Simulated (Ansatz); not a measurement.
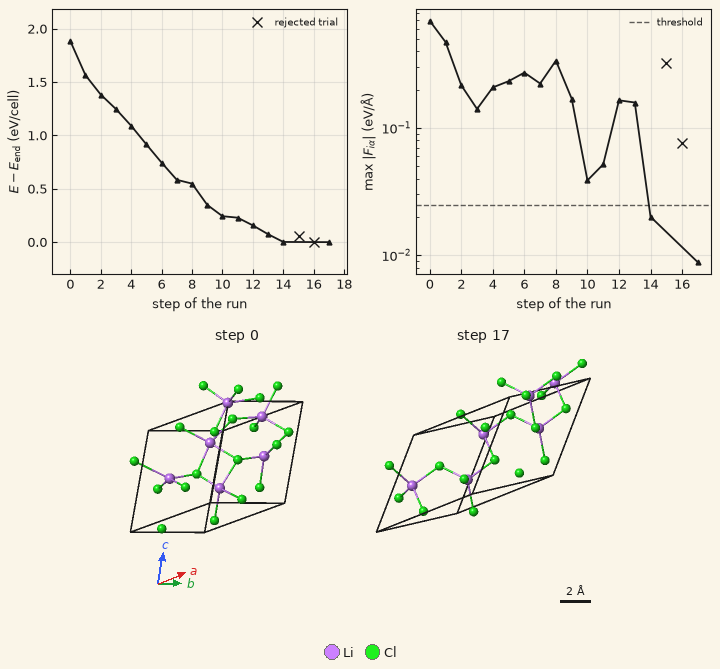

First and last geometry of a relaxation of solid LiCl (a generated structure, set up in P1) (coarse preliminary run), with the history of the run. A ball-and-stick model of the cell of the calculation, reduced to other axes, seen from a free direction. Lengths and directions refer to the drawn axes.

Computed with DFT PBE, scalar-relativistic, plane waves, PAW (Ansatz 0.2.0).

Input file:
```yaml
crystal:
  lattice:
    - [0.008743813, 0.0402471618, 6.1870829566]
    - [-4.3316442045, 4.6706979704, 3.1165752545]
    - [-4.4643476963, -4.7631543004, 3.0577215673]
  atoms:
    - { symbol: Li, position: [0.5070923156, -0.020604312, 0.0076049926] }
    - { symbol: Li, position: [0.0053453433, 0.0247932813, 1.0081846769] }
    - { symbol: Li, position: [0.3882810738, 0.7654275039, 0.493419157] }
    - { symbol: Li, position: [0.5989662039, 0.2478948354, 0.5156821496] }
    - { symbol: Li, position: [0.1421040824, 0.4793146288, 0.2288416633] }
    - { symbol: Li, position: [0.9051932573, 0.4941584752, 0.7402615935] }
    - { symbol: Cl, position: [0.7332577317, 0.5139637568, 0.5026150037] }
    - { symbol: Cl, position: [0.2478352818, 0.5005279036, 0.4983919994] }
    - { symbol: Cl, position: [0.1153892169, -0.0201648687, 0.2732711687] }
    - { symbol: Cl, position: [0.3720748233, -0.0108705291, 0.7420005074] }
    - { symbol: Cl, position: [0.8980298889, 0.7324114555, 0.9896941445] }
    - { symbol: Cl, position: [0.5864307811, 0.2931478694, 1.0000329433] }
basis:
  ecutwfc: 420
kpoints:
  mp_grid: { grid: [4, 4, 4] }
hamiltonian:
  xc: pbe
scf:
  occupations: { method: gaussian, width: 0.1 }
  lower_state_search: "off"
output:
  forces: true
  stress: true
  eigenvalues: true
relax:
  adjacent_minimum: "off"
  f_tol: 0.025
  max_steps: 60
  cell: { stress_tol: 0.25 }
```

Launched with:
```bash
ansatz run input.yaml --threads 1 --pin off --max-ram 2560MiB --backend cpu --events-out ev --progress --plain --runs-dir out
```

> Did the run converge, and what did it change?

The run was cut off at its time limit before the program reported convergence, but its last step already meets the force threshold: the largest component is 0.0088 eV/Å against 0.025 eV/Å. The pressure is within 0.01 GPa of its target. The atom that moves furthest relative to the cell is Li2 (1.46 Å along [3 1 −1]). By element the largest moves are Li 1.46 Å, Cl 1.41 Å. The volume changes by −2.3 %, with a 6.187 → 7.374 Å (+19.2 %), b 7.050 → 7.377 Å (+4.6 %), c 7.209 → 7.375 Å (+2.3 %), α 76.3° → 55.0°, β 65.2° → 55.1°, γ 64.4° → 55.1°. Near-neighbour distances that change, for instance: Li2–Cl8 4.587 → 2.384 Å, Li1–Cl7 4.567 → 2.384 Å, Li4–Cl10 2.754 → 4.604 Å, Li6–Cl12 2.852 → 4.608 Å. New bonds form: Li1–Cl7 (4.57 → 2.38 Å), Li2–Cl8 (4.59 → 2.38 Å), Li3–Cl11 (3.63 → 2.39 Å), Li4–Cl12 (3.51 → 2.38 Å). Bonds break: Li1–Cl11 (2.23 → 3.85 Å), Li2–Cl9 (2.23 → 3.85 Å), Li3–Cl7 (2.11 → 3.85 Å), Li4–Cl10 (2.75 → 4.60 Å). Bond angles that change, for instance: Cl7–Li5–Cl12 154.9° → 110.9°, Li1–Cl10–Li3 143.7° → 107.5°, Cl8–Li4–Cl9 142.0° → 107.9°. The space group (tolerance 0.01 Å) goes from P1 (No. 1) to Cmc2_1 (No. 36). The energy falls by 1.886 eV per cell of the calculation in 15 accepted moves (17 points after the start). The largest force component goes from 0.69 to 0.0088 eV/Å. Pressure: 1.98 GPa at the start and 0.00 GPa at the end. The line search rejected the trial steps at points 15, 16 of the run. The run took 9.7 min on 1 thread of Arm Neoverse V2, with other jobs on the host, peak memory 0.69 GiB.
